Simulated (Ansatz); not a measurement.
**What a change does: single-point calculation on Ir**

System: Ir (P6/mmm, 3 atoms in the cell).
Method of run 1: DFT, revPBE, plane waves (420 eV) with PAW, scalar-relativistic, no spin polarisation (Ansatz 0.2.0).

Text and figures count atoms from 1; the logs count them from 0 in places.

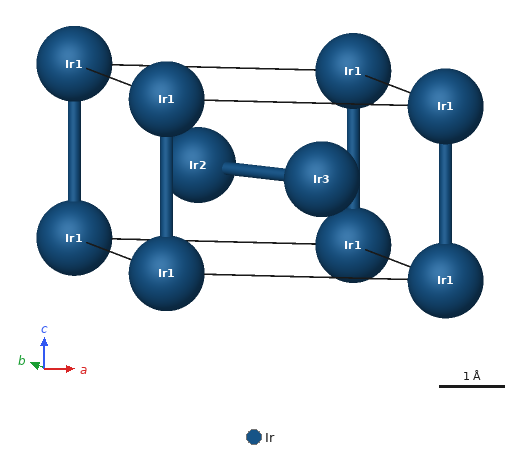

**Figure 1.** The structure as given in the input (ball-and-stick view of the cell of the calculation, seen slightly off an axis; atoms are numbered from 1 in the order of the input).

**Input, run 1**
```yaml
crystal:
  lattice:
    - [4.3919204406, 0.0, 0.0]
    - [-2.1959602203, 3.803514673, 0.0]
    - [0.0, 0.0, 2.7133114428]
  atoms:
    - { symbol: Ir, position: [0.0, 1.0, 0.0] }
    - { symbol: Ir, position: [0.3333333333, 0.6666666667, 0.5] }
    - { symbol: Ir, position: [0.6666666667, 0.3333333333, 0.5] }
hamiltonian:
  xc: revpbe
  pseudopotentials:
    kind: paw
    azcp:
      Ir: "pseudopotentials/Ir.paw.azcp"
basis:
  ecutwfc: 420
  fft_grid_basis: typed
kpoints:
  mp_grid: { grid: [11, 11, 15], shift: [0, 0, 0] }
magnetization:
  spin_polarized: false
scf:
  occupations: { method: fermi_dirac, width: 0.1 }
output:
  stress: true
  write_density: true
  write_potential: true
  elf: true
  volumetric_format: npy
```

Hardware: 2 threads of an Arm (aarch64) CPU, shared host.

**Output, shortened to warnings, some set-up lines, iterations and results (run 1)**
```
Basis set: ecut = 420 eV, 903 PW (Γ)
Symmetry: 24 space group operations
k-points: 128 of 1815
Initial density: superposition of atomic densities (neutral atoms: chi_scale 0, normalization atom), corrected by the library's trained network
[...]
SCF iter   1: F=—  HF=-35833.734482 eV  |F-HF|=—  |Δ(HF+E_count)|=         —  Δρ=1.04e-2  dr2=5.76e-2  ethr=1.77e-3  ⟨swp⟩=4.9  Hψ=13237  notcnv=0
SCF iter   2: F=—  HF=-35833.739108 eV  |F-HF|=—  |Δ(HF+E_count)|=   4.63e-3  Δρ=7.16e-3  dr2=3.71e-2  ethr=1.13e-4  ⟨swp⟩=1.0  Hψ=4993  notcnv=0
SCF iter   3: F=—  HF=-35833.738558 eV  |F-HF|=—  |Δ(HF+E_count)|=   5.50e-4  Δρ=1.25e-3  dr2=4.57e-4  ethr=7.28e-5  ⟨swp⟩=1.0  Hψ=3968  notcnv=0
SCF iter   4: F=—  HF=-35833.738641 eV  |F-HF|=—  |Δ(HF+E_count)|=   8.26e-5  Δρ=3.43e-4  dr2=4.42e-5  ethr=8.95e-7  ⟨swp⟩=2.0  Hψ=5654  notcnv=0
SCF iter   5: F=—  HF=-35833.738631 eV  |F-HF|=—  |Δ(HF+E_count)|=   9.43e-6  Δρ=3.93e-5  dr2=3.16e-7  ethr=8.66e-8  ⟨swp⟩=2.1  Hψ=5935  notcnv=0
SCF iter   6: F=-35833.738631 eV  HF=-35833.738631 eV  |F-HF|=1.40e-8  |Δ(HF+E_count)|=   1.44e-7  Δρ=1.10e-5  dr2=4.16e-8  ethr=1.96e-10  ⟨swp⟩=8.2  Hψ=24841  notcnv=0
SCF 1 converged in 6 iterations: F = -35833.738631 eV  dr2 = 4.16e-8
SCF converged after 6 iterations
Free energy (F): -35833.738631 eV
Harris-Foulkes:  -35833.738631 eV  (|F-HF|=1.40e-8)
Internal energy: -35833.581361 eV  (E = F + TS)
E sigma→0 (E₀):  -35833.659996 eV
Entropy (-TS):   -0.157270 eV (-52.423 meV/atom)
Fermi energy:    23.816393 eV
--- Per-component energies (eV) ---
  E_band       = -333.105815
  E_kinetic    = 1865.616245
  E_local      = -3445.570424  (includes V_loc(G=0)·N_el)
  E_nonlocal   = 216.924736
  E_hartree    = 1310.618504
  E_xc         = -802.551051
  E_vxc        = -897.531529  (∫ρ·V_xc dr)
  E_paw        = -27698.559860  (= ΣΔE_a)
  E_vpaw       = -693.785107  (= ΣTr[D̂ρ^β])
  E_aug_tail   = 0.000215  (compensation charges beyond the density's cutoff)
  E_ewald      = -7279.990142
  E_core_change = -0.069584  (= ΣΔE_core)
  E_smearing   = -0.157270  (= −TS)
  E_closure    = 0.000000  (closes the sum)
  Σ components = -35833.738631   (vs F -35833.738631, Δ=0.00e0)
--- Stress (GPa, compression-positive) ---
        0.122435       0.000000       0.000000
        0.000000       0.122435       0.000000
        0.000000       0.000000      -0.242726
  P = ⅓ Tr σ = 0.0007 GPa (0.007 kbar)
```

The input of run 2 differs as follows (lines with − go, lines with + come):
```diff
-    - [4.3919204406, 0.0, 0.0]
-    - [-2.1959602203, 3.803514673, 0.0]
-    - [0.0, 0.0, 2.7133114428]
+    - [4.5610041968, 0.0, 0.0]
+    - [-2.2805020984, 3.9499455012, 0.0]
+    - [0.0, 0.0, 2.8177707327]
```

How does run 2 compare with run 1?

With the same functional and potentials, run 2 lies 166.4 meV per atom higher. The pressure goes from 0.00 to −26.13 GPa. The volume per atom goes from 15.11 to 16.92 Å³. The SCF takes 7 iterations against 6. The plane waves at Γ go from 903 to 975.

**Output, shortened to warnings, some set-up lines, iterations and results (run 2)**
```
Basis set: ecut = 420 eV, 975 PW (Γ)
Symmetry: 24 space group operations
k-points: 128 of 1815
Initial density: superposition of atomic densities (neutral atoms: chi_scale 0, normalization atom), corrected by the library's trained network
[...]
SCF iter   1: F=—  HF=-35833.241491 eV  |F-HF|=—  |Δ(HF+E_count)|=         —  Δρ=1.28e-2  dr2=1.51e-1  ethr=1.77e-3  ⟨swp⟩=4.5  Hψ=12815  notcnv=0
SCF iter   2: F=—  HF=-35833.243659 eV  |F-HF|=—  |Δ(HF+E_count)|=   2.17e-3  Δρ=9.45e-3  dr2=9.74e-2  ethr=2.97e-4  ⟨swp⟩=1.0  Hψ=4992  notcnv=0
SCF iter   3: F=—  HF=-35833.239185 eV  |F-HF|=—  |Δ(HF+E_count)|=   4.47e-3  Δρ=1.66e-3  dr2=1.34e-3  ethr=1.91e-4  ⟨swp⟩=1.0  Hψ=3968  notcnv=0
SCF iter   4: F=—  HF=-35833.239360 eV  |F-HF|=—  |Δ(HF+E_count)|=   1.75e-4  Δρ=3.80e-4  dr2=5.90e-5  ethr=2.63e-6  ⟨swp⟩=2.4  Hψ=5353  notcnv=0
SCF iter   5: F=—  HF=-35833.239337 eV  |F-HF|=—  |Δ(HF+E_count)|=   2.25e-5  Δρ=4.82e-5  dr2=5.48e-7  ethr=1.16e-7  ⟨swp⟩=2.2  Hψ=6854  notcnv=0
SCF iter   6: F=—  HF=-35833.239338 eV  |F-HF|=—  |Δ(HF+E_count)|=   1.96e-7  Δρ=1.58e-5  dr2=1.22e-7  ethr=1.96e-10  ⟨swp⟩=8.4  Hψ=25400  notcnv=0
SCF iter   7: F=-35833.239338 eV  HF=-35833.239338 eV  |F-HF|=6.04e-10  |Δ(HF+E_count)|=   1.55e-8  Δρ=2.86e-6  dr2=1.82e-9  ethr=1.96e-10  ⟨swp⟩=7.0  Hψ=21040  notcnv=0
SCF 1 converged in 7 iterations: F = -35833.239338 eV  dr2 = 1.82e-9
SCF converged after 7 iterations
Free energy (F): -35833.239338 eV
Harris-Foulkes:  -35833.239338 eV  (|F-HF|=6.04e-10)
Internal energy: -35833.051714 eV  (E = F + TS)
E sigma→0 (E₀):  -35833.145526 eV
Entropy (-TS):   -0.187624 eV (-62.541 meV/atom)
Fermi energy:    20.558739 eV
--- Per-component energies (eV) ---
  E_band       = -476.502461
  E_kinetic    = 1853.968879
  E_local      = -3832.692510  (includes V_loc(G=0)·N_el)
  E_nonlocal   = 216.615525
  E_hartree    = 1434.443940
  E_xc         = -797.540396
  E_vxc        = -890.608299  (∫ρ·V_xc dr)
  E_paw        = -27697.668552  (= ΣΔE_a)
  E_vpaw       = -692.673574  (= ΣTr[D̂ρ^β])
  E_aug_tail   = 0.000191  (compensation charges beyond the density's cutoff)
  E_ewald      = -7010.109207
  E_core_change = -0.069584  (= ΣΔE_core)
  E_smearing   = -0.187624  (= −TS)
  E_closure    = 0.000000  (closes the sum)
  Σ components = -35833.239338   (vs F -35833.239338, Δ=0.00e0)
--- Stress (GPa, compression-positive) ---
      -26.976447      -0.000000       0.000000
       -0.000000     -26.976447       0.000000
        0.000000       0.000000     -24.439442
  P = ⅓ Tr σ = -26.1308 GPa (-261.308 kbar)
```

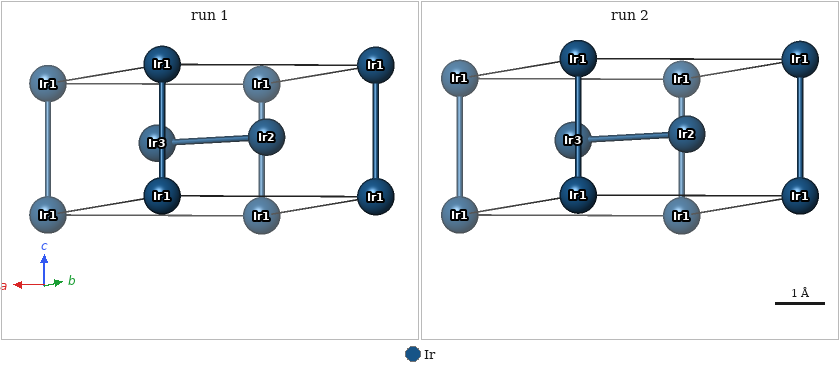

**Figure 2.** The two input geometries at one scale (ball-and-stick view of the cell of the calculation, seen at an oblique angle). The atoms keep their places relative to the cell (all moves are under 0.005 Å). The drawn cell changes as follows: a = b 4.392 → 4.561 Å (+3.8 %), c 2.713 → 2.818 Å (+3.8 %); the volume changes by +12.0 %. Among the contacts that change: Ir1–Ir1 2.713 → 2.818 Å, Ir2–Ir3 2.536 → 2.633 Å.

**The two runs side by side**

| quantity | run 1 | run 2 |
| --- | --- | --- |
| outcome | converged | converged |
| free energy per atom (eV) | −11944.5795 | −11944.4131 |
| energy per atom, smearing taken to zero (eV) | −11944.5533 | −11944.3818 |
| pressure (GPa) | 0.00 | −26.13 |
| volume per atom (Å³) | 15.11 | 16.92 |
| SCF iterations | 6 | 7 |
| irreducible k-points | 128 | 128 |
| plane waves at Γ | 903 | 975 |
| wall time (shared host) | 6.9 s | 8.3 s |

For both runs: Spin–orbit coupling is left out, which matters for Ir. For run 2: The cell is under a tension of 26 GPa at this level, so it is not at its equilibrium volume.
